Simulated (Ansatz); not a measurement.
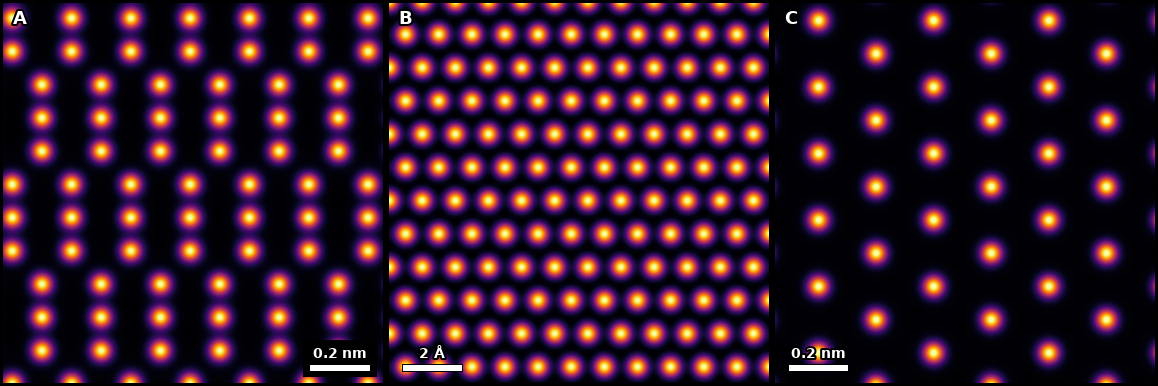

Three views of Ni (P6/mmm, No. 191) along different zone axes. Simulated incoherent Z contrast: every atom adds Z^1.8 spread by a probe of 0.57 Å full width; channelling and multiple scattering are left out. The probe carries 25 % of its weight in a tail 2.5 times as wide. Model: the input geometry of a calculation; the starting structure was generated, so it need not be a known form of this composition.

```
Ni
1.0
     3.93929    0.00000    0.00000
    -1.96964    3.41152    0.00000
     0.00000    0.00000    2.36684
Ni
3
Direct
  0.00000 0.00000 0.00000
  0.33333 0.66667 0.50000
  0.66667 0.33333 0.50000
```

**Match the panels to the zone axes [001], [101] and [201].**

A is [101]: projected cell 2.03 × 3.56 Å, 107°, plane group c2mm. B is [201]: projected cell 1.13 × 1.27 Å, 116°, plane group c2mm. C is [001]: projected cell 2.27 × 2.27 Å, 120°, plane group p6mm.
